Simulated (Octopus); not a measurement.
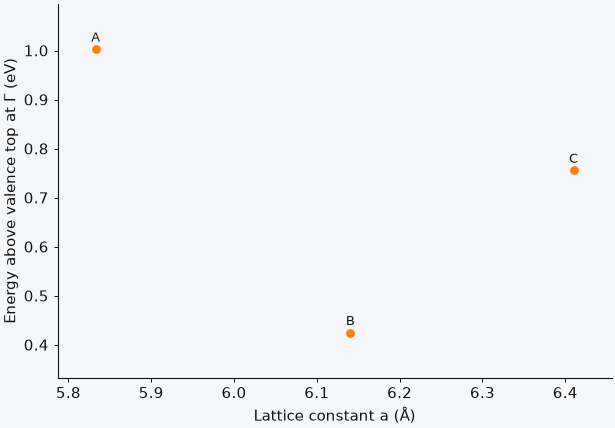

Lowest conduction level at Γ, counted from the valence-band top at Γ, for three zincblende crystals against the lattice constant, each in its database cell. All by Octopus with PBEsol, without spin-orbit coupling, no moments; potentials: pseudodojo_pbesol (PseudoDojo 0.4, PBEsol).

Q: Which letter is which compound? They are CdTe, CdS and CdSe.

A: A is CdS; B is CdSe; C is CdTe.

Q: How does the value at Γ change from S to Te?

A: CdS 1.00, CdSe 0.42 and CdTe 0.76 eV: it doesn't move in one direction down the group.

```
compound  a (Å)  k mesh  Γ (eV)
     CdS  5.833   8×8×8    1.00
    CdSe  6.141   8×8×8    0.42
    CdTe  6.410   7×7×7    0.76
```

LDA, GGA and most meta-GGA functionals understate gaps. Spin-orbit coupling is left out, which matters for Te and Se. The usual form of CdS is wurtzite, though both occur. The usual form of CdSe is wurtzite, though both occur. The cells are as the databases list them, so they lie at different pressures for this functional.
